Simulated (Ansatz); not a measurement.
**PtSe₂: geometry relaxation (part 2 of 2)**

PtSe₂ (Fm-3m, 3 atoms in the cell); DFT, r2SCAN+rVV10, plane waves, PAW, no spin polarisation (Ansatz 0.2.0); cutoff 500 eV, 6×6×6 k-mesh, Fermi–Dirac smearing of 0.03 eV. The structure was built on a prototype by a generator. The geometry comes from this level: PBEsol.

Geometry of the input (Å; fractional positions):
```
0.0000  3.1001  3.1001
3.1001  0.0000  3.1001
3.1001  3.1001  0.0000
Pt 0.0000  0.0000  0.0000
Se 0.2500  0.2500  0.2500
Se 0.7500  0.7500  0.7500
```

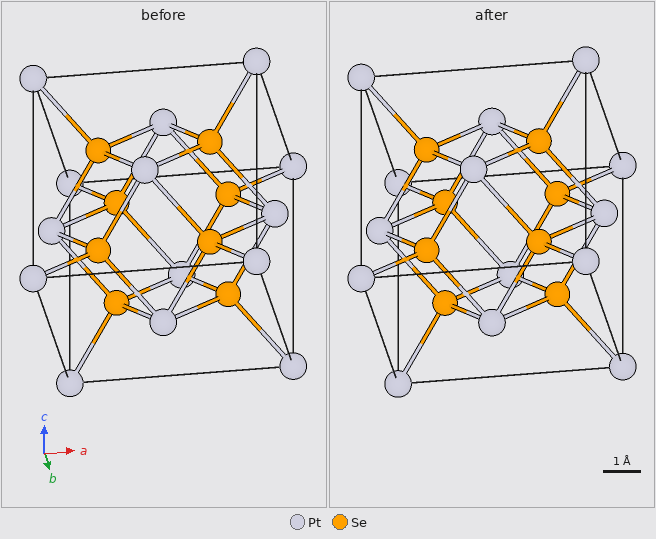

**Figure 1.** Before (left) and after (right) the relaxation, at one scale (ball-and-stick view of the cell 4 times as large as that of the calculation, set on its symmetry axes, seen at an oblique angle). After 3 geometry steps the energy has fallen by 2.4 meV per atom. All forces vanish by symmetry, so only the cell relaxes. Pressure: 2.23 GPa at the start and 0.00 GPa at the end. The line search rejected the trial step at point 1 (counted from 0) and went back. The atoms keep their places relative to the cell (all moves are under 0.005 Å). Cell: a = b = c 6.200 → 6.237 Å (+0.6 %). Volume +1.8 %. Among the contacts that change: Pt1–Se2 2.685 → 2.701 Å. The space group stays Fm-3m (No. 225). A last SCF at the same geometry on a re-selected plane-wave basis shifts the energy by −0.1 meV per atom. (Atoms are counted from 1 in the order of the input.)

```
basis re-selected at this cell: Δ(F+E_penalty+E_count) = -1.685e-4 eV, ΔP = +0.002 GPa vs the last step (what re-selecting the basis moved, of the pressure what is left beyond the Pulay correction that the steps carried, after the strain that the cell walked since its last selection, with what the two solves' SCF thresholds leave and, on support functions, any second-order correction that the steps lacked; it is no measure of the basis error at this ecutwfc). This SCF's stress stands 1.03e-3 GPa from its target on what of the cell is left free (relax.cell.stress_tol is 5.00e-2 GPa) and its largest allowed force component is 5.40e-17 eV/Å (relax.f_tol is 1.00e-2 eV/Å): within both
SCF converged after 6 iterations
Free energy (F): -23486.994041 eV
Harris-Foulkes:  -23486.994041 eV  (|F-HF|=7.28e-12)
Internal energy: -23486.982159 eV  (E = F + TS)
E sigma→0 (E₀):  -23486.988100 eV
Entropy (-TS):   -0.011882 eV (-3.961 meV/atom)
Fermi energy:    13.749696 eV
--- Per-component energies (eV) ---
  E_band       = -991.823565
  E_kinetic    = 871.602095
  E_local      = -6450.413469  (includes V_loc(G=0)·N_el)
  E_nonlocal   = -984.745439
  E_hartree    = 2986.587632
  E_xc         = -439.456958
  E_vxc        = -546.324467  (∫ρ·V_xc dr)
  E_paw        = -13331.608497  (= ΣΔE_a)
  E_vpaw       = 112.699678  (= ΣTr[D̂ρ^β])
  E_aug_tail   = -0.000303  (compensation charges beyond the density's cutoff)
  E_vtau       = 32.183010  (kinetic-family band-sum trace: ∫τ·v_τ [+ j·A + Jᵃ·Aᵃ] dr)
  E_ewald      = -6135.186186
  E_core_change = -3.761035  (= ΣΔE_core)
  E_smearing   = -0.011882  (= −TS)
  E_closure    = 0.000000  (closes the sum)
  Σ components = -23486.994041   (vs F -23486.994041, Δ=0.00e0)
--- Forces (eV/Å), atoms counted from 1 ---
  atom   1  Pt    -0.00000000     0.00000000     0.00000000
  atom   2  Se     0.00000000    -0.00000000    -0.00000000
  atom   3  Se    -0.00000000     0.00000000     0.00000000
  max |Σ_I F_I| component: 3.24e-17 eV/Å
--- Stress (GPa, compression-positive) ---
       -0.001033       0.000000       0.000000
        0.000000      -0.001033       0.000000
        0.000000       0.000000      -0.001033
  P = ⅓ Tr σ = -0.0010 GPa (-0.010 kbar)
--- Band table (eV; the first three rows and the last of 16) ---
  k-point 0: bands = ["-87.8214", "-41.4497", "-41.4497", "-41.4497", "-36.4277", "-36.4277", "-36.4229", "-36.4229", "-36.4229", "-36.4198", "-36.4198", "-36.4198", "-36.4143", "-36.4143", "-3.2311", "1.0233", "6.4679", "6.4679", "6.4679", "9.5007", "9.5007", "12.2754", "12.2754", "12.2754", "13.8049", "13.8049", "13.8049", "15.8008", "17.1808", "17.1808"]
  k-point 1: bands = ["-87.8214", "-41.4500", "-41.4498", "-41.4498", "-36.4268", "-36.4268", "-36.4231", "-36.4227", "-36.4227", "-36.4200", "-36.4200", "-36.4199", "-36.4152", "-36.4152", "-2.9827", "0.5744", "6.6336", "6.6336", "7.2007", "9.3359", "9.3359", "10.5712", "11.8433", "11.8433", "13.1406", "13.7452", "13.7452", "16.5806", "18.0143", "18.0143"]
  k-point 2: bands = ["-87.8214", "-41.4505", "-41.4498", "-41.4498", "-36.4243", "-36.4243", "-36.4229", "-36.4223", "-36.4223", "-36.4206", "-36.4206", "-36.4206", "-36.4176", "-36.4176", "-2.3055", "-0.3321", "7.0055", "7.0055", "8.5543", "8.7393", "9.2058", "9.2058", "10.7404", "10.7404", "11.9431", "13.8488", "13.8488", "17.5083", "19.8520", "19.8520"]
  k-point 15: bands = ["-87.8214", "-41.4506", "-41.4503", "-41.4501", "-36.4259", "-36.4237", "-36.4236", "-36.4219", "-36.4217", "-36.4214", "-36.4213", "-36.4201", "-36.4182", "-36.4159", "-1.3298", "-0.8707", "5.3042", "6.6942", "8.0422", "8.6039", "8.7556", "9.7843", "10.3160", "11.4080", "13.2524", "13.8595", "15.4545", "16.2860", "19.7156", "21.4420"]
--- Relaxed structure (4 steps of the walk, 3 accepted, 1 SCFs on fresh bases) ---
  F+E_penalty+E_count = -23486.99404051 eV   max|allowed force component| = 5.397e-17 eV/Å   (the final SCF, on the basis selected at the relaxed cell)
  cell:  # Å, volume = 60.6545 Å³
    - [3.3119918213821335e-34, 3.1184896075352637, 3.1184896075352637]
    - [3.1184896075352637, -6.92652135721744e-35, 3.1184896075352637]
    - [3.1184896075352637, 3.1184896075352637, -5.023718363682996e-34]
  atoms:
    - { symbol: Pt, position: [3.578110833080619e-35, 3.8962849689536535e-36, -1.0323132874490691e-34] }
    - { symbol: Se, position: [0.24999999999999997, 0.24999999999999997, 0.24999999999999997] }
    - { symbol: Se, position: [0.75, 0.75, 0.75] }
```

File rho_z.tsv
```
# z_ang	rho[e/angstrom^3]
# format = ansatz-planar-average/11
# lattice	0.000000000	3.118489608	3.118489608
# lattice	3.118489608	-0.000000000	3.118489608
# lattice	3.118489608	3.118489608	-0.000000000
# sites	3
# site	78	-0.000000000	-0.000000000	0.000000000
# site	34	1.559244804	1.559244804	1.559244804
# site	34	4.677734411	4.677734411	4.677734411
0.000000	1.106338e0
0.122506	1.091487e0
0.245012	1.051189e0
0.367518	9.979159e-1
0.490023	9.545340e-1
0.612529	9.539368e-1
0.735035	1.022210e0
0.857541	1.148480e0
0.980047	1.268773e0
1.102553	1.294542e0
1.225058	1.178189e0
1.347564	9.533651e-1
1.470070	7.034216e-1
1.592576	4.968186e-1
1.715082	3.567031e-1
1.837588	2.735265e-1
1.960093	2.290433e-1
2.082599	2.090008e-1
2.205105	2.036808e-1
2.327611	2.090008e-1
2.450117	2.290433e-1
2.572623	2.735265e-1
2.695129	3.567031e-1
2.817634	4.968186e-1
2.940140	7.034216e-1
3.062646	9.533651e-1
3.185152	1.178189e0
3.307658	1.294542e0
3.430164	1.268773e0
3.552669	1.148480e0
3.675175	1.022210e0
3.797681	9.539368e-1
3.920187	9.545340e-1
4.042693	9.979159e-1
4.165199	1.051189e0
4.287704	1.091487e0
```

File v_z.tsv
```
# z_ang	v_es[eV]	v_tot[eV]
# format = ansatz-planar-average/11
# xc	r2scan
# density_cutoff_ev	2500
# datasets	Pt=:simpson_from_first_knot:soft:shift=0	Se=:simpson_from_first_knot:soft:shift=0
# lattice	0.000000000	3.118489608	3.118489608
# lattice	3.118489608	-0.000000000	3.118489608
# lattice	3.118489608	3.118489608	-0.000000000
# sites	3
# site	78	-0.000000000	-0.000000000	0.000000000
# site	34	1.559244804	1.559244804	1.559244804
# site	34	4.677734411	4.677734411	4.677734411
0.000000	1.861695e0	-1.251512e1
0.122506	1.910895e0	-1.241717e1
0.245012	2.138201e0	-1.206885e1
0.367518	2.685816e0	-1.133238e1
0.490023	3.586385e0	-1.011216e1
0.612529	4.758666e0	-8.533685e0
0.735035	6.084066e0	-6.818712e0
0.857541	7.429769e0	-5.078622e0
0.980047	8.655869e0	-3.435966e0
1.102553	9.643067e0	-2.008100e0
1.225058	1.034901e1	-8.790566e-1
1.347564	1.083708e1	-1.606358e-2
1.470070	1.120834e1	7.843423e-1
1.592576	1.152037e1	1.504035e0
1.715082	1.181732e1	2.079905e0
1.837588	1.214751e1	2.654236e0
1.960093	1.253349e1	3.235833e0
2.082599	1.289171e1	3.719596e0
2.205105	1.304243e1	3.927865e0
2.327611	1.289171e1	3.719596e0
2.450117	1.253349e1	3.235833e0
2.572623	1.214751e1	2.654236e0
2.695129	1.181732e1	2.079905e0
2.817634	1.152037e1	1.504035e0
2.940140	1.120834e1	7.843423e-1
3.062646	1.083708e1	-1.606358e-2
3.185152	1.034901e1	-8.790566e-1
3.307658	9.643067e0	-2.008100e0
3.430164	8.655869e0	-3.435966e0
3.552669	7.429769e0	-5.078622e0
3.675175	6.084066e0	-6.818712e0
3.797681	4.758666e0	-8.533685e0
3.920187	3.586385e0	-1.011216e1
4.042693	2.685816e0	-1.133238e1
4.165199	2.138201e0	-1.206885e1
4.287704	1.910895e0	-1.241717e1
```

Trajectory as extended XYZ (Å, eV, eV/Å), 5 frames, from step=1 to step=5
```
3
Lattice="0.0000 3.1001 3.1001 3.1001 0.0000 3.1001 3.1001 3.1001 0.0000" Properties=species:S:1:pos:R:3:forces:R:3 step=1 energy=-23486.98674 pressure_GPa=2.23
Pt    0.0000    0.0000    0.0000    0.0000   0.0000   0.0000
Se    1.5500    1.5500    1.5500    0.0000   0.0000   0.0000
Se    4.6501    4.6501    4.6501    0.0000   0.0000   0.0000
3
Lattice="0.0000 3.1399 3.1399 3.1399 0.0000 3.1399 3.1399 3.1399 0.0000" Properties=species:S:1:pos:R:3:forces:R:3 step=2 energy=-23486.98426 pressure_GPa=-2.36 accepted=F
Pt    0.0000    0.0000    0.0000    0.0000   0.0000   0.0000
Se    1.5699    1.5699    1.5699    0.0000   0.0000   0.0000
Se    4.7098    4.7098    4.7098    0.0000   0.0000   0.0000
3
Lattice="0.0000 3.1192 3.1192 3.1192 0.0000 3.1192 3.1192 3.1192 0.0000" Properties=species:S:1:pos:R:3:forces:R:3 step=3 energy=-23486.99386 pressure_GPa=-0.08
Pt    0.0000    0.0000    0.0000    0.0000   0.0000   0.0000
Se    1.5596    1.5596    1.5596    0.0000   0.0000   0.0000
Se    4.6788    4.6788    4.6788    0.0000   0.0000   0.0000
3
Lattice="0.0000 3.1185 3.1185 3.1185 0.0000 3.1185 3.1185 3.1185 0.0000" Properties=species:S:1:pos:R:3:forces:R:3 step=4 energy=-23486.99387 pressure_GPa=-0.00
Pt    0.0000    0.0000    0.0000    0.0000   0.0000   0.0000
Se    1.5592    1.5592    1.5592    0.0000   0.0000   0.0000
Se    4.6777    4.6777    4.6777    0.0000   0.0000   0.0000
3
Lattice="0.0000 3.1185 3.1185 3.1185 0.0000 3.1185 3.1185 3.1185 0.0000" Properties=species:S:1:pos:R:3:forces:R:3 step=5 energy=-23486.99404 pressure_GPa=-0.00
Pt    0.0000    0.0000    0.0000    0.0000   0.0000   0.0000
Se    1.5592    1.5592    1.5592    0.0000   0.0000   0.0000
Se    4.6777    4.6777    4.6777    0.0000   0.0000   0.0000
```

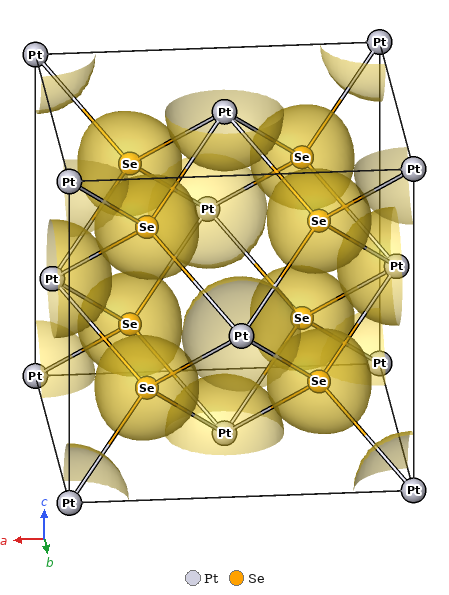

**Figure 2.** Isosurface of the valence electron density at 0.6 e/Å³ (yellow), seen at an oblique angle. Sticks mark near contacts. The outline is the cell set on symmetry axes. At this value the density breaks into separate islands; it holds about 80 % of the electrons treated as valence (semicore included). It is pinched off along the Pt–Se (2.70 Å) contacts. On the grid the lowest density along these lines, outside the cores, is 0.4 e/Å³ (Pt–Se, 2.70 Å). The fields are those of the smooth PAW valence density.

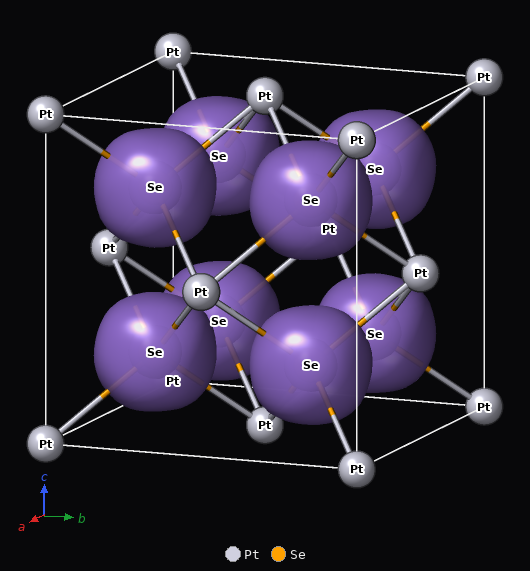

**Figure 3.** Isosurface of the ELF at 0.6 (purple), seen slightly off an axis. Core shells and regions of very low density are left out. Sticks mark near contacts. The outline is the cell set on symmetry axes. Values along the shortest contacts: Pt–Se (2.70 Å): the ELF peaks at about 0.80 in the valence shell of Se, 0.8 Å from its nucleus, and drops to about 0.25 between the two atoms.

Summary

| quantity | value |
| --- | --- |
| outcome | converged |
| space group (tolerance 0.01 Å) | Fm-3m (225) |
| electrons treated | 50 |
| free energy | −23486.9940 eV |
| Fermi energy | 13.750 eV |
| band gap | none (metallic) |
| pressure | 0.00 GPa |
| final volume | 60.65 Å³ |
| largest force (length of the vector) at the end | under 0.001 eV/Å |
| final cell | a = 4.410 Å, b = 4.410 Å, c = 4.410 Å, α = 60.00°, β = 60.00°, γ = 60.00° |
| hardware | 2 threads of Arm Neoverse V1, 24 GiB of memory available, shared host |
| wall time | 23 s (CPU time 45 s) |
| peak memory | 0.57 GiB |

Spin–orbit coupling is left out, which matters for Pt.
